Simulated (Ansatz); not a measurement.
WS

Input

```
crystal:
  lattice:
    - [3.0517160747, 0.0, 0.0]
    - [0.0, 3.0517160747, 0.0]
    - [0.0, 0.0, 3.0517160747]
  atoms:
    - { symbol: W, position: [0.0, 0.0, 0.0] }
    - { symbol: S, position: [0.5, 0.5, 0.5] }
basis:
  ecutwfc: 420
kpoints:
  mp_grid: { grid: [14, 14, 14] }
hamiltonian:
  xc: pbe
  hubbard: { sites: [{ species: W, l: d, u_eff: 6.2 }] }
scf:
  occupations: { method: gaussian, width: 0.1 }
output:
  forces: true
  stress: true
  eigenvalues: true
  write_density: true
  write_potential: true
  elf: true
  volumetric_format: npy
relax:
  adjacent_minimum: "off"
  f_tol: 0.01
  max_steps: 80
  cell: { stress_tol: 0.05 }
```

Run with:

```sh
ansatz run input.yaml --threads 1 --pin off --max-ram 2560MiB --backend cpu --events-out ev --progress --plain --runs-dir out
```

Below, planes, directions and counts refer to the conventional cell (a = 3.24 Å, b = 3.24 Å, c = 3.24 Å, α = 90.00°, β = 90.00°, γ = 90.00°).

The fields are those of the run's last geometry, not of the input's.

Space group Pm-3m; started from the CsCl (B2) prototype, which need not be the ambient phase; Hubbard U of 6.2 eV on W d only.

Theory: DFT PBE+U, scalar-relativistic, plane waves, PAW (Ansatz 0.2.0).

Predict the valence pseudo-density and electron localisation function between the atoms.

W–S (2.81 Å): ρ is about 0.24 e/Å³ halfway, with its minimum of 0.22 e/Å³ about 1.3 Å from W; the ELF peaks at about 0.85 in the valence shell of S, 0.8 Å from its nucleus, and is about 0.25 at the midpoint.

Does the calculation make it a metal, or give it a gap?

It is gapped, with a Kohn–Sham gap of 0.35 eV on the k-point mesh, an upper bound to the gap of this method.

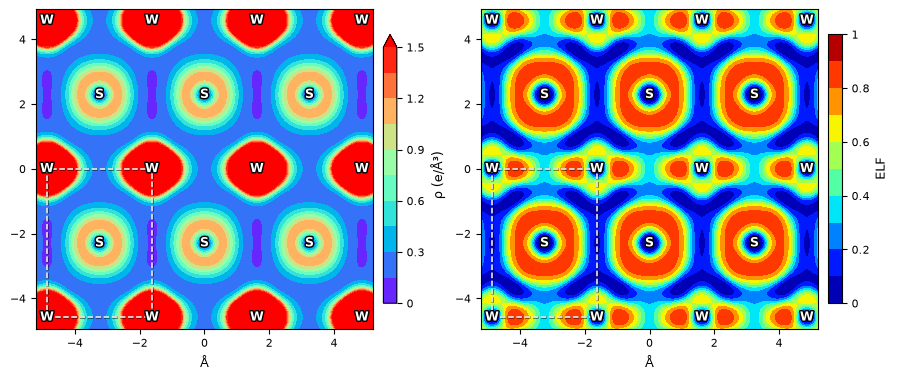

Computed valence pseudo-density and electron localisation function on the (101) plane of the conventional cell, in this order. 

Core electrons are frozen (PAW), and the valence fields are smoothed inside the atomic spheres.
